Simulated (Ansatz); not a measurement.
# Run report: C₈H, geometry relaxation (part 2 of 2)

The same run, continued: C₈H (slab, 9 atoms in the cell); DFT PBE+D3(BJ), scalar-relativistic, plane waves, PAW, no spin polarisation (Ansatz 0.2.0); cutoff 420 eV, 12×12×1 k-mesh, Gaussian smearing of 0.1 eV. The structure derives from a Materials Project entry. The input holds or restrains some coordinates. Forces given for the steps count only the free coordinates. It belongs to a series of runs on one base structure; here: H put at a hollow C-C site.

Geometry of the input (Å; fractional positions):
```
2.4655  0.0000  0.0000
-1.2328  2.1341  0.0000
0.0000  0.0000  29.1985
C  0.0833  0.1666  0.2911
C  0.4167  0.8334  0.2911
C  0.5833  0.1666  0.4075
C  0.9167  0.8334  0.4075
C  0.0833  0.1666  0.5240
C  0.4167  0.8334  0.5240
C  0.5833  0.1666  0.6404
C  0.9167  0.8334  0.6404
H  0.2500  0.5000  0.6075
```

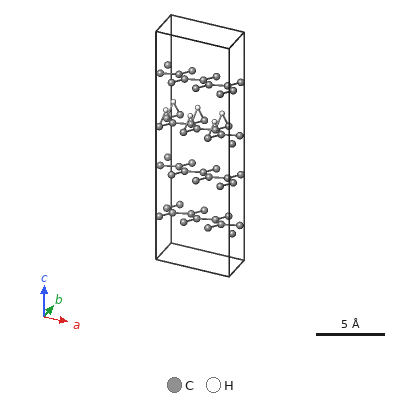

*The geometry at step 8 of the log (ball-and-stick view of the 3 × 2 repeat of the cell, with the vacuum cut short, seen slightly off an axis).*

```
WARN: The output density's exchange-correlation potential varies sharply where the density is thin. Do not read a vacuum level from v_tot or v_xc, or from such a field of the output density. On a cell that repeats whose density bears no net charge and no dipole along the vacuum's axis use v_es (v_loc + v_h of the components); under efield.dipole_correction with no amplitude use v_es + v_field, which holds any external_charges[].barrier, or the levels of the report's work_function block, which leave it out; under a non-zero efield.amplitude the vacuum is tilted and has no level; on a cell that repeats and bears such a dipole with no correction it is tilted too, and efield.dipole_correction with no amplitude gives each side of its ramp a level where efield: is served; in a cell that repeats whose density bears a net charge (total_charge, or a fill off its count) it is curved and has none; of a slab under crystal.periodic whose density bears no net charge use v_es, which has a level on each side, short of where the two are joined; of another it falls or rises all the way out and has none; of a slab beside external_charges read slab_vacuum_level instead, which it has where they leave it neutral. The grid or the basis barely resolves most such structure, and the values can differ between equally converged runs; as a rule a tighter scf.convergence.dr2_threshold does not remove it. Where the density itself ripples (under the LDA too) a higher basis.ecutwfc lessens it. The files hold the spikes' plane waves up to the density's cutoff. Files: v_tot_of_output_density and the like, and their columns of v_z.tsv (output.write_potential); v_xc_of_output_density and the like, and their columns of v_comp_z.tsv (output.write_potential_components). Measured: with its Gaussian average of σ = 0.25 Å subtracted twice, the exchange-correlation potential is over 0.1 eV at 8 of the grid points where the equally averaged density (valence and model cores) is under 1e-3 e/Å³, and 0.155 eV at the most among them, at an averaged density of 1.6e-7 e/Å³. The input density's (outcome.potential() and, of a run that writes arrays, v_tot and v_xc) is over 0.1 eV, so measured, at 40 points of its own thin density, 0.133 eV at the most. See output.write_potential in the manual, Limitations
SCF converged after 6 iterations
Free energy (F): -2022.150675 eV
Harris-Foulkes:  -2022.150675 eV  (|F-HF|=3.00e-8)
Internal energy: -2022.144834 eV  (E = F + TS)
E sigma→0 (E₀):  -2022.147755 eV
Entropy (-TS):   -0.005841 eV (-0.649 meV/atom)
Fermi energy:    1.737865 eV
Dipole field:    D = 0.033776 V/Å  (p = 0.028677 e·Å, saw-weighted, corrected)
Work function:   Φ+ = 3.2024 eV   Φ− = 4.1887 eV
Levels:          The Fermi level and band energies are counted from a zero that moves with the ramp; work functions are not
--- Per-component energies (eV) ---
  E_band       = -272.014539
  E_kinetic    = 748.306691
  E_local      = -29743.638901  (includes V_loc(G=0)·N_el)
  E_nonlocal   = 220.075085
  E_hartree    = 14524.237868
  E_xc         = -394.880988
  E_vxc        = -489.692208  (∫ρ·V_xc dr)
  E_paw        = -795.642841  (= ΣΔE_a)
  E_vpaw       = -55.543993  (= ΣTr[D̂ρ^β])
  E_aug_tail   = -0.001054  (compensation charges beyond the density's cutoff)
  E_efield     = 0.000484  (sawtooth field / dipole correction)
  E_vefield    = -0.003376  (∫n·V_field dr)
  E_ewald      = 13420.561700
  E_disp       = -1.162878  (pairwise vdW)
  E_smearing   = -0.005841  (= −TS)
  E_closure    = -0.000000  (closes the sum)
  Σ components = -2022.150675   (vs F -2022.150675, Δ=0.00e0)
--- Forces (eV/Å), atoms counted from 1 ---
  atom   1  C      0.00000000     0.09602470     0.00203130
  atom   2  C      0.00000000    -0.09602470     0.00203130
  atom   3  C      0.00000000     0.06834013    -0.00266714
  atom   4  C      0.00000000    -0.06834013    -0.00266714
  atom   5  C      0.00000000    -0.00047303     0.00004075
  atom   6  C      0.00000000     0.00047303     0.00004075
  atom   7  C      0.00000000    -0.00048600     0.00026981
  atom   8  C      0.00000000     0.00048600     0.00026981
  atom   9  H      0.00000000     0.00000000     0.00052873
  max |Σ_I F_I| component: 1.22e-4 eV/Å
--- Band table (eV; the first three rows and the last of 43) ---
  k-point 0: bands = ["-20.5101", "-18.9422", "-18.1516", "-17.8548", "-10.1417", "-7.0228", "-6.5245", "-5.6160", "-3.4678", "-3.2668", "-2.4350", "-2.3786", "-1.6359", "-1.6256", "-1.3841", "-1.3726", "2.6146", "4.5855", "5.2163", "5.5254", "6.3746", "7.1833", "7.4593", "7.5674", "8.3687", "8.7883"]
  k-point 1: bands = ["-20.3415", "-18.7778", "-17.9870", "-17.6910", "-9.9615", "-6.8293", "-6.3300", "-5.4255", "-3.9402", "-3.7924", "-3.0861", "-2.7227", "-2.2787", "-2.0248", "-1.9760", "-1.7238", "2.7382", "4.7933", "5.4380", "5.7465", "6.5959", "7.3802", "7.6366", "7.7934", "8.9008", "9.0512"]
  k-point 2: bands = ["-19.8372", "-18.2863", "-17.4952", "-17.2012", "-9.4576", "-6.2866", "-5.8235", "-5.4853", "-4.8327", "-4.7252", "-4.5594", "-3.9212", "-3.6648", "-3.5267", "-2.7722", "-2.5192", "3.0251", "5.3974", "6.1009", "6.3964", "7.2517", "7.5568", "7.9385", "8.2865", "8.3464", "8.9804"]
  k-point 42: bands = ["-16.3150", "-14.6505", "-13.8591", "-13.5796", "-10.7753", "-10.0387", "-9.9103", "-9.1395", "-8.8743", "-8.3792", "-7.5661", "-7.3025", "-5.1589", "-2.1904", "-1.5738", "-0.8781", "1.9573", "3.4610", "4.0614", "4.6490", "6.2617", "9.1567", "10.5889", "11.0263", "11.5765", "11.5827"]
--- Relaxed structure (14 steps of the walk, 14 accepted, 0 SCFs on fresh bases) ---
  F+E_penalty+E_count = -2022.15067545 eV   max|allowed force component| = 5.287e-4 eV/Å
  atoms:
    - { symbol: C, position: [0.08331017934999999, 0.16662035869999997, 0.29111067469999996] }
    - { symbol: C, position: [0.41668982064999993, 0.8333796412999999, 0.29111067469999996] }
    - { symbol: C, position: [0.58331017935, 0.16662035869999997, 0.40753895739999996] }
    - { symbol: C, position: [0.9166898206499999, 0.8333796412999999, 0.40753895739999996] }
    - { symbol: C, position: [0.07984168661333375, 0.1596833732266675, 0.5203122065463949] }
    - { symbol: C, position: [0.42015831338666615, 0.8403166267733323, 0.5203122065463949] }
    - { symbol: C, position: [0.5835787568217395, 0.167157513643479, 0.633084671262023] }
    - { symbol: C, position: [0.9164212431782603, 0.8328424863565207, 0.633084671262023] }
    - { symbol: H, position: [0.24999999999999997, 0.49999999999999994, 0.5578392207631844] }
```

Trajectory as extended XYZ (Å, eV, eV/Å), 14 frames, from step=1 to step=14
```
9
Lattice="2.4655 0.0000 0.0000 -1.2328 2.1341 0.0000 0.0000 0.0000 29.1985" Properties=species:S:1:pos:R:3:forces:R:3 step=1 energy=-2020.86564
C     0.0000    0.3556    8.5000    0.0000   0.0162   0.0016
C     0.0000    1.7786    8.5000    0.0000  -0.0162   0.0016
C     1.2328    0.3556   11.8995    0.0000   0.0598   0.0024
C     1.2328    1.7786   11.8995    0.0000  -0.0598   0.0024
C     0.0000    0.3556   15.2990    0.0000   0.0436   0.0859
C     0.0000    1.7786   15.2990    0.0000  -0.0436   0.0859
C     1.2328    0.3556   18.6985    0.0000  -0.1300   1.0560
C     1.2328    1.7786   18.6985    0.0000   0.1300   1.0560
H     0.0000    1.0671   17.7385    0.0000   0.0000  -2.2942
9
Lattice="2.4655 0.0000 0.0000 -1.2328 2.1341 0.0000 0.0000 0.0000 29.1985" Properties=species:S:1:pos:R:3:forces:R:3 step=2 energy=-2021.19902
C     0.0000    0.3556    8.5000    0.0000   0.0215   0.0004
C     0.0000    1.7786    8.5000    0.0000  -0.0215   0.0004
C     1.2328    0.3556   11.8995    0.0000   0.0621   0.0131
C     1.2328    1.7786   11.8995    0.0000  -0.0621   0.0131
C     0.0000    0.3558   15.3771    0.0000  -0.0273   0.1096
C     0.0000    1.7784   15.3771    0.0000   0.0273   0.1096
C     1.2328    0.3551   18.7124    0.0000  -0.1884   0.3656
C     1.2328    1.7791   18.7124    0.0000   0.1884   0.3656
H     0.0000    1.0671   17.5446    0.0000   0.0000  -0.9824
9
Lattice="2.4655 0.0000 0.0000 -1.2328 2.1341 0.0000 0.0000 0.0000 29.1985" Properties=species:S:1:pos:R:3:forces:R:3 step=3 energy=-2021.38775
C     0.0000    0.3556    8.5000    0.0000   0.0268   0.0026
C     0.0000    1.7786    8.5000    0.0000  -0.0268   0.0026
C     1.2328    0.3556   11.8995    0.0000   0.0601   0.0240
C     1.2328    1.7786   11.8995    0.0000  -0.0601   0.0240
C     0.0000    0.3556   15.4813    0.0000  -0.1637   0.1629
C     0.0000    1.7786   15.4813    0.0000   0.1637   0.1629
C     1.2328    0.3537   18.6833    0.0000  -0.3739   0.2899
C     1.2328    1.7804   18.6833    0.0000   0.3739   0.2899
H     0.0000    1.0671   17.3506    0.0000   0.0000  -0.9586
9
Lattice="2.4655 0.0000 0.0000 -1.2328 2.1341 0.0000 0.0000 0.0000 29.1985" Properties=species:S:1:pos:R:3:forces:R:3 step=4 energy=-2021.61613
C     0.0000    0.3556    8.5000    0.0000   0.0461   0.0047
C     0.0000    1.7786    8.5000    0.0000  -0.0461   0.0047
C     1.2328    0.3556   11.8995    0.0000   0.0611   0.0304
C     1.2328    1.7786   11.8995    0.0000  -0.0611   0.0304
C     0.0000    0.3545   15.5409    0.0000  -0.3376   0.2611
C     0.0000    1.7797   15.5409    0.0000   0.3376   0.2611
C     1.2328    0.3512   18.6813    0.0000  -0.1681   0.2480
C     1.2328    1.7829   18.6813    0.0000   0.1681   0.2480
H     0.0000    1.0671   17.1560    0.0000   0.0000  -1.0810
9
Lattice="2.4655 0.0000 0.0000 -1.2328 2.1341 0.0000 0.0000 0.0000 29.1985" Properties=species:S:1:pos:R:3:forces:R:3 step=5 energy=-2021.83971
C     0.0000    0.3556    8.5000    0.0000   0.0439   0.0031
C     0.0000    1.7786    8.5000    0.0000  -0.0439   0.0031
C     1.2328    0.3556   11.8995    0.0000   0.0635   0.0222
C     1.2328    1.7786   11.8995    0.0000  -0.0635   0.0222
C     0.0000    0.3524   15.4957    0.0000  -0.4582   0.2091
C     0.0000    1.7818   15.4957    0.0000   0.4582   0.2091
C     1.2328    0.3499   18.7589    0.0000   0.2806   0.2324
C     1.2328    1.7842   18.7589    0.0000  -0.2806   0.2324
H     0.0000    1.0671   16.9590    0.0000   0.0000  -0.9331
9
Lattice="2.4655 0.0000 0.0000 -1.2328 2.1341 0.0000 0.0000 0.0000 29.1985" Properties=species:S:1:pos:R:3:forces:R:3 step=6 energy=-2022.00264
C     0.0000    0.3556    8.5000    0.0000   0.0775  -0.0008
C     0.0000    1.7786    8.5000    0.0000  -0.0775  -0.0008
C     1.2328    0.3556   11.8995    0.0000   0.0681   0.0273
C     1.2328    1.7786   11.8995    0.0000  -0.0681   0.0273
C     0.0000    0.3479   15.4905    0.0000  -0.3463   0.2902
C     0.0000    1.7863   15.4905    0.0000   0.3463   0.2902
C     1.2328    0.3512   18.8485    0.0000   0.4210   0.0665
C     1.2328    1.7829   18.8485    0.0000  -0.4210   0.0665
H     0.0000    1.0671   16.7645    0.0000   0.0000  -0.7621
9
Lattice="2.4655 0.0000 0.0000 -1.2328 2.1341 0.0000 0.0000 0.0000 29.1985" Properties=species:S:1:pos:R:3:forces:R:3 step=7 energy=-2022.06010
C     0.0000    0.3556    8.5000    0.0000   0.0742   0.0040
C     0.0000    1.7786    8.5000    0.0000  -0.0742   0.0040
C     1.2328    0.3556   11.8995    0.0000   0.0650   0.0308
C     1.2328    1.7786   11.8995    0.0000  -0.0650   0.0308
C     0.0000    0.3413   15.5696    0.0000  -0.5240  -0.8720
C     0.0000    1.7929   15.5696    0.0000   0.5240  -0.8720
C     1.2328    0.3546   18.8472    0.0000   0.1837   0.0124
C     1.2328    1.7795   18.8472    0.0000  -0.1837   0.0124
H     0.0000    1.0671   16.5695    0.0000   0.0000   1.6555
9
Lattice="2.4655 0.0000 0.0000 -1.2328 2.1341 0.0000 0.0000 0.0000 29.1985" Properties=species:S:1:pos:R:3:forces:R:3 step=8 energy=-2022.11428
C     0.0000    0.3556    8.5000    0.0000   0.0989   0.0026
C     0.0000    1.7786    8.5000    0.0000  -0.0989   0.0026
C     1.2328    0.3556   11.8995    0.0000   0.0611   0.0238
C     1.2328    1.7786   11.8995    0.0000  -0.0611   0.0238
C     0.0000    0.3422   15.3768    0.0000  -0.1678   0.2590
C     0.0000    1.7919   15.3768    0.0000   0.1678   0.2590
C     1.2328    0.3544   18.9600    0.0000   0.1546  -0.0658
C     1.2328    1.7798   18.9600    0.0000  -0.1546  -0.0658
H     0.0000    1.0671   16.5018    0.0000   0.0000  -0.4345
9
Lattice="2.4655 0.0000 0.0000 -1.2328 2.1341 0.0000 0.0000 0.0000 29.1985" Properties=species:S:1:pos:R:3:forces:R:3 step=9 energy=-2022.14183
C     0.0000    0.3556    8.5000    0.0000   0.0907   0.0007
C     0.0000    1.7786    8.5000    0.0000  -0.0907   0.0007
C     1.2328    0.3556   11.8995    0.0000   0.0648   0.0256
C     1.2328    1.7786   11.8995    0.0000  -0.0648   0.0256
C     0.0000    0.3408   15.4399    0.0000  -0.0129   0.0245
C     0.0000    1.7934   15.4399    0.0000   0.0129   0.0245
C     1.2328    0.3553   18.7651    0.0000   0.1247  -0.0143
C     1.2328    1.7788   18.7651    0.0000  -0.1247  -0.0143
H     0.0000    1.0671   16.5405    0.0000   0.0000  -0.0745
9
Lattice="2.4655 0.0000 0.0000 -1.2328 2.1341 0.0000 0.0000 0.0000 29.1985" Properties=species:S:1:pos:R:3:forces:R:3 step=10 energy=-2022.14578
C     0.0000    0.3556    8.5000    0.0000   0.0909   0.0018
C     0.0000    1.7786    8.5000    0.0000  -0.0909   0.0018
C     1.2328    0.3556   11.8995    0.0000   0.0657   0.0214
C     1.2328    1.7786   11.8995    0.0000  -0.0657   0.0214
C     0.0000    0.3404   15.3784    0.0000   0.0237  -0.0351
C     0.0000    1.7937   15.3784    0.0000  -0.0237  -0.0351
C     1.2328    0.3561   18.6668    0.0000   0.0610   0.0008
C     1.2328    1.7781   18.6668    0.0000  -0.0610   0.0008
H     0.0000    1.0671   16.4724    0.0000   0.0000   0.0222
9
Lattice="2.4655 0.0000 0.0000 -1.2328 2.1341 0.0000 0.0000 0.0000 29.1985" Properties=species:S:1:pos:R:3:forces:R:3 step=11 energy=-2022.15001
C     0.0000    0.3556    8.5000    0.0000   0.0953   0.0021
C     0.0000    1.7786    8.5000    0.0000  -0.0953   0.0021
C     1.2328    0.3556   11.8995    0.0000   0.0685  -0.0030
C     1.2328    1.7786   11.8995    0.0000  -0.0685  -0.0030
C     0.0000    0.3401   15.1900    0.0000   0.0489  -0.0495
C     0.0000    1.7941   15.1900    0.0000  -0.0489  -0.0495
C     1.2328    0.3573   18.5018    0.0000  -0.0575  -0.0061
C     1.2328    1.7768   18.5018    0.0000   0.0575  -0.0061
H     0.0000    1.0671   16.2772    0.0000   0.0000   0.1131
9
Lattice="2.4655 0.0000 0.0000 -1.2328 2.1341 0.0000 0.0000 0.0000 29.1985" Properties=species:S:1:pos:R:3:forces:R:3 step=12 energy=-2022.15049
C     0.0000    0.3556    8.5000    0.0000   0.0955   0.0021
C     0.0000    1.7786    8.5000    0.0000  -0.0955   0.0021
C     1.2328    0.3556   11.8995    0.0000   0.0688  -0.0031
C     1.2328    1.7786   11.8995    0.0000  -0.0688  -0.0031
C     0.0000    0.3405   15.1909    0.0000   0.0463   0.0052
C     0.0000    1.7937   15.1909    0.0000  -0.0463   0.0052
C     1.2328    0.3571   18.4661    0.0000  -0.0332   0.0075
C     1.2328    1.7770   18.4661    0.0000   0.0332   0.0075
H     0.0000    1.0671   16.2885    0.0000   0.0000  -0.0235
9
Lattice="2.4655 0.0000 0.0000 -1.2328 2.1341 0.0000 0.0000 0.0000 29.1985" Properties=species:S:1:pos:R:3:forces:R:3 step=13 energy=-2022.15064
C     0.0000    0.3556    8.5000    0.0000   0.0964   0.0021
C     0.0000    1.7786    8.5000    0.0000  -0.0964   0.0021
C     1.2328    0.3556   11.8995    0.0000   0.0683  -0.0033
C     1.2328    1.7786   11.8995    0.0000  -0.0683  -0.0033
C     0.0000    0.3412   15.1887    0.0000  -0.0482   0.0005
C     0.0000    1.7930   15.1887    0.0000   0.0482   0.0005
C     1.2328    0.3564   18.4828    0.0000   0.0273  -0.0003
C     1.2328    1.7777   18.4828    0.0000  -0.0273  -0.0003
H     0.0000    1.0671   16.2845    0.0000   0.0000   0.0020
9
Lattice="2.4655 0.0000 0.0000 -1.2328 2.1341 0.0000 0.0000 0.0000 29.1985" Properties=species:S:1:pos:R:3:forces:R:3 step=14 energy=-2022.15068
C     0.0000    0.3556    8.5000    0.0000   0.0960   0.0020
C     0.0000    1.7786    8.5000    0.0000  -0.0960   0.0020
C     1.2328    0.3556   11.8995    0.0000   0.0683  -0.0027
C     1.2328    1.7786   11.8995    0.0000  -0.0683  -0.0027
C     0.0000    0.3408   15.1923    0.0000  -0.0005   0.0000
C     0.0000    1.7934   15.1923    0.0000   0.0005   0.0000
C     1.2328    0.3567   18.4851    0.0000  -0.0005   0.0003
C     1.2328    1.7774   18.4851    0.0000   0.0005   0.0003
H     0.0000    1.0671   16.2881    0.0000   0.0000   0.0005
```

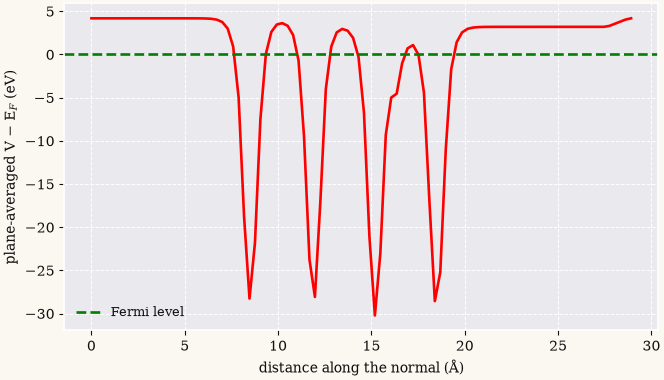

*Plane average of the electrostatic potential energy of an electron across the cell, from the Fermi level.*

The vacuum level lies 3.20 eV above the Fermi level on the upper side and 4.19 eV on the lower.

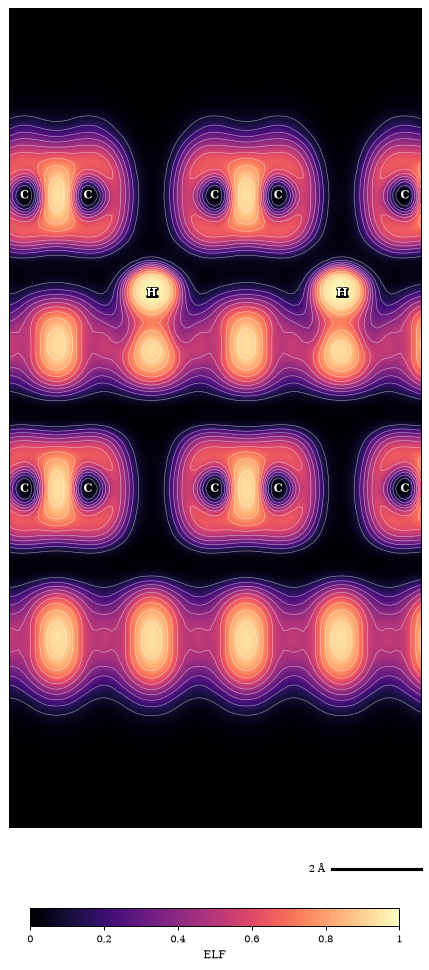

*Electron localisation function on the (110) plane of the calculation cell, a cut from vacuum to vacuum.*

Atoms in the plane: C and H. C–C (1.42 Å): the ELF peaks at about 0.95 between the atoms, as expected for localised, shared-pair bonding. C–C (1.42 Å): the ELF peaks at about 0.95 between the atoms (a covalent bond). In a PAW calculation such maps are meaningful between the atoms, not at the nuclei.

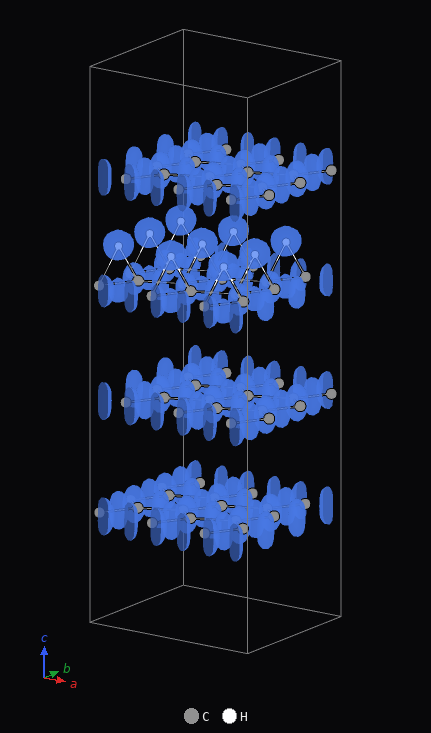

*Isosurface of the electron localisation function at 0.85 (blue), seen slightly off an axis. Only the valence region is drawn (cores and ρ < 0.01 e/Å³ removed). Sticks mark near contacts.*

Values along the shortest contacts: C–H (1.31 Å): the ELF climbs to about 1 towards the hydrogen, as it does in any bond to H. C–C (1.41 Å): the ELF peaks at about 0.95 between the atoms, which marks localised, shared-pair bonding.
